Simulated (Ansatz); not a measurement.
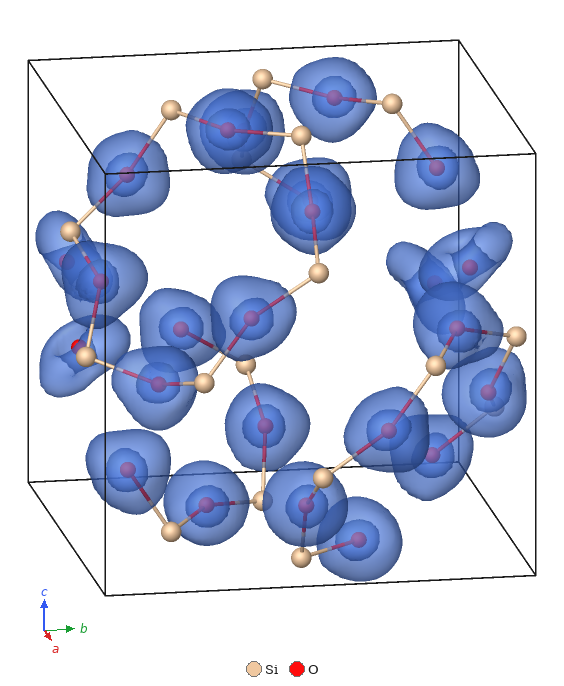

Figure 1: Si11O24 (cell with a defect). Isosurface of the electron localisation function at 0.75 (blue), seen slightly off an axis. Only the valence region is drawn (cores and ρ < 0.01 e/Å³ removed). Sticks mark near contacts.

PAW files of the earlier set (soft_1).

The calculation used DFT PBE, scalar-relativistic, plane waves, PAW in Ansatz 0.2.0.

> Where are the electrons localised?

The surface consists of 24 regions on O in which the atom's valence shell and bonds are merged, counted in one cell of 35 atoms. Regions shared between cells count once. Along the contacts the grid gives the following. Si–O (1.62 Å): the ELF peaks at about 0.85 between the atoms; a short, strongly polar bond. Si–O (1.75 Å): the ELF peaks at about 0.85 between the atoms (a shared but strongly polarised pair).

> Metal or insulator at this level of theory?

It is gapped, with a Kohn–Sham gap of 3.0 eV on the k-point mesh, an upper bound to the gap of this method.
